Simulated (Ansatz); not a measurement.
## A series of single points on TaN

System: TaN (4 atoms in the cell).
Method: DFT r2SCAN, scalar-relativistic, plane waves, PAW, no spin polarisation (Ansatz 0.2.0).

The 7 runs differ only in the geometry, by a strain of the cell at fixed fractional positions. Against run 4, the strain is εzz = η. The structure derives from an entry of the Crystallography Open Database.

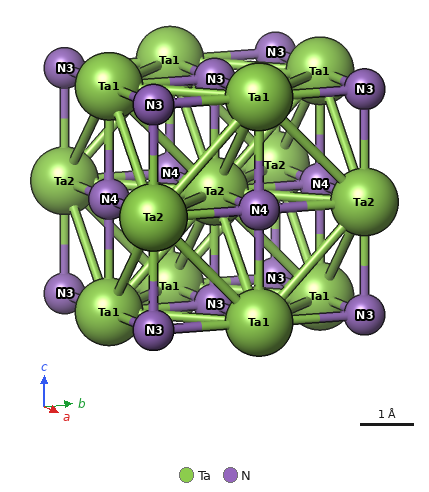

Figure 1. The structure of run 4 (ball-and-stick view of the cell 2 times as large as that of the calculation, set on its symmetry axes, seen slightly off an axis; atoms are numbered from 1 in the order of the input).

### Input of run 4
```yaml
crystal:
  lattice:
    - [2.1982663152, 2.1982663152, 0.0]
    - [-2.1982663152, 2.1982663152, 0.0]
    - [0.0, 0.0, 4.3965326304]
  atoms:
    - { symbol: Ta, position: [0.5, 0.5, 0.0] }
    - { symbol: Ta, position: [0.0, 0.0, 0.5] }
    - { symbol: "N", position: [0.0, 0.0, 0.0] }
    - { symbol: "N", position: [0.5, 0.5, 0.5] }
basis:
  ecutwfc: 500
kpoints:
  mp_grid: { grid: [16, 16, 12] }
hamiltonian:
  xc: r2scan
scf:
  occupations: { method: gaussian, width: 0.1 }
output:
  forces: true
  stress: true
  eigenvalues: true
```

Command:
```bash
ansatz run input.yaml --threads 1 --pin off --max-ram 2560MiB --backend cpu --events-out ev --progress --plain --runs-dir out
```

Lattice vectors (Å) and fractional positions of run 4:
```
   2.198266    2.198266    0.000000
  -2.198266    2.198266    0.000000
   0.000000    0.000000    4.396533
Ta  0.500000  0.500000  0.000000
Ta  0.000000  0.000000  0.500000
N   0.000000  0.000000  0.000000
N   0.500000  0.500000  0.500000
```

Run 5 differs from it as follows:
```diff
-    - [0.0, 0.0, 4.3965326304]
+    - [0.0, 0.0, 4.4624806199]
```

### Results, with one run withheld

```csv
run,strain parameter η (%),"free energy per atom, from the lowest run given (meV)",pressure (GPa)
1,−4.5000,59.24,19.82
2,−3.0000,24.14,12.21
3,−1.5000,5.63,5.65
4,0.0000,0.00,−0.03
5,1.5000,?,?
6,3.0000,18.72,−9.11
7,4.5000,39.56,−12.65
```

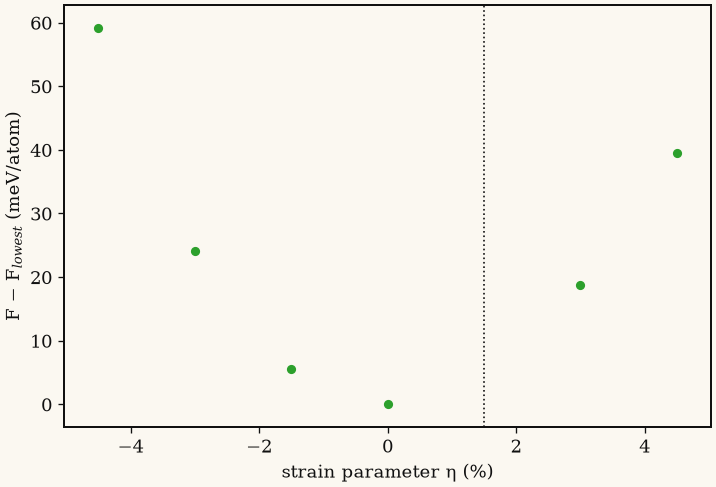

Figure 2. Free energy per atom of the runs given; the dotted line marks run 5.

Estimate the energy of run 5 from the others.

A cubic polynomial in the coordinate, fitted to the 6 runs given, misses them by at most 0.38 meV per atom. With x = η + 0.2500, it reads F = −0.11461 − 1.154 x + 2.5291 x² − 0.11226 x³ (meV per atom). At run 5 it gives 5.01 meV per atom, and the run itself gives 4.88. The fit has its minimum at η = −0.0183 %.

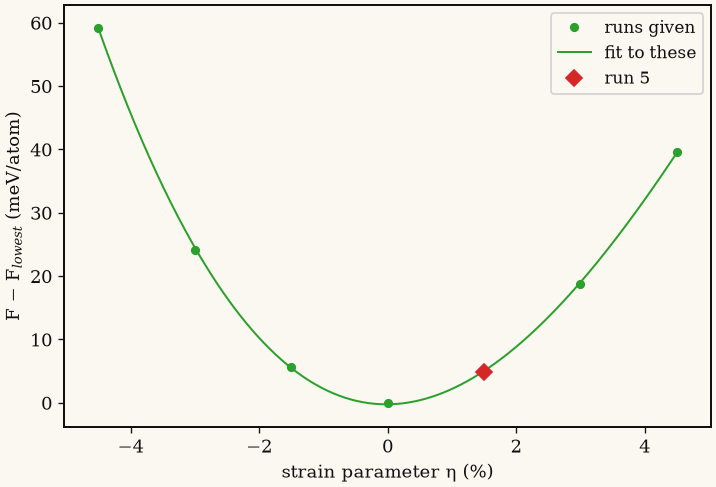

Figure 3. The fit and the withheld run.

### Output, shortened to warnings, some set-up lines, iterations and results (run 5)
```
Basis set: ecut = 500 eV, 1077 PW (Γ), exchange–correlation on 96×96×144 points (64 copies of the dense FFT grid, shifted against one another)
Symmetry: 32 space group operations
k-points: 315 of 3072
Initial density: superposition of atomic densities (neutral atoms: chi_scale 0, normalization atom), corrected by the library's trained network
[...]
SCF iter   1: F=—  HF=-20661.951308 eV  |F-HF|=—  |Δ(HF+E_count)|=         —  Δρ=7.42e-3  dr2=8.11e-3  dr2_τ=2.54e-1  ethr=1.77e-3  ⟨swp⟩=5.7  Hψ=68786  notcnv=0  defer=27
SCF iter   2: F=—  HF=-20662.089343 eV  |F-HF|=—  |Δ(HF+E_count)|=   1.38e-1  Δρ=6.31e-3  dr2=1.12e-2  dr2_τ=6.10e-4  ethr=2.25e-5  ⟨swp⟩=2.0  Hψ=17557  notcnv=0  defer=713
SCF iter   3: F=—  HF=-20662.089769 eV  |F-HF|=—  |Δ(HF+E_count)|=   4.26e-4  Δρ=3.77e-3  dr2=3.03e-3  dr2_τ=3.53e-4  ethr=2.25e-5  ⟨swp⟩=2.4  Hψ=9663  notcnv=0  defer=713
SCF iter   4: F=—  HF=-20662.091090 eV  |F-HF|=—  |Δ(HF+E_count)|=   1.32e-3  Δρ=1.66e-3  dr2=1.06e-3  dr2_τ=8.09e-5  ethr=8.43e-6  ⟨swp⟩=2.0  Hψ=10846  notcnv=0  defer=713
SCF iter   5: F=—  HF=-20662.090977 eV  |F-HF|=—  |Δ(HF+E_count)|=   1.14e-4  Δρ=4.35e-4  dr2=7.40e-5  dr2_τ=2.43e-6  ethr=2.96e-6  ⟨swp⟩=2.1  Hψ=9535  notcnv=0  defer=713
SCF iter   6: F=—  HF=-20662.090969 eV  |F-HF|=—  |Δ(HF+E_count)|=   8.01e-6  Δρ=4.29e-5  dr2=6.02e-7  dr2_τ=5.86e-8  ethr=2.06e-7  ⟨swp⟩=2.0  Hψ=10261  notcnv=0  defer=713
SCF iter   7: F=—  HF=-20662.090970 eV  |F-HF|=—  |Δ(HF+E_count)|=   1.00e-6  Δρ=2.16e-5  dr2=2.20e-7  dr2_τ=1.40e-8  ethr=2.78e-10  ⟨swp⟩=9.8  Hψ=39179  notcnv=0
SCF iter   8: F=-20662.090970 eV  HF=-20662.090970 eV  |F-HF|=2.78e-8  |Δ(HF+E_count)|=   5.73e-8  Δρ=1.13e-5  dr2=5.99e-8  dr2_τ=1.79e-9  ethr=2.78e-10  ⟨swp⟩=4.1  Hψ=23858  …
SCF 1 converged in 8 iterations: F = -20662.090970 eV  dr2 = 5.99e-8
SCF converged after 8 iterations
Free energy (F): -20662.090970 eV
Harris-Foulkes:  -20662.090970 eV  (|F-HF|=2.78e-8)
Internal energy: -20662.082191 eV  (E = F + TS)
E sigma→0 (E₀):  -20662.086580 eV
Entropy (-TS):   -0.008779 eV (-2.195 meV/atom)
Fermi energy:    21.442030 eV
--- Per-component energies (eV) ---
  E_band       = -130.525460
  E_kinetic    = 1004.038478
  E_local      = -1188.056542  (includes V_loc(G=0)·N_el)
  E_nonlocal   = 118.965572
  E_hartree    = 400.064190
  E_xc         = -531.003130
  E_vxc        = -616.570288  (∫ρ·V_xc dr)
  E_paw        = -17104.241634  (= ΣΔE_a)
  E_vpaw       = -280.908734  (= ΣTr[D̂ρ^β])
  E_aug_tail   = 0.000151  (compensation charges beyond the density's cutoff)
  E_vtau       = 31.880991  (kinetic-family band-sum trace: ∫τ·v_τ [+ j·A + Jᵃ·Aᵃ] dr)
  E_ewald      = -3360.277587
  E_core_change = -1.571690  (= ΣΔE_core)
  E_smearing   = -0.008779  (= −TS)
  E_closure    = 0.000000  (closes the sum)
  Σ components = -20662.090970   (vs F -20662.090970, Δ=0.00e0)
--- Forces (eV/Å), atoms counted from 1 ---
  atom   1  Ta     0.00000000     0.00000000     0.00000000
  atom   2  Ta     0.00000000     0.00000000    -0.00000000
  atom   3  N      0.00000000     0.00000000     0.00000000
  atom   4  N     -0.00000000     0.00000000     0.00000000
  max |Σ_I F_I| component: 8.87e-30 eV/Å
--- Stress (GPa, compression-positive) ---
       -2.533118       0.000000       0.000000
       -0.000000      -2.533118       0.000000
        0.000000       0.000000      -9.715435
  P = ⅓ Tr σ = -4.9272 GPa (-49.272 kbar)
```

Notes: Spin–orbit coupling is left out, which matters for Ta.
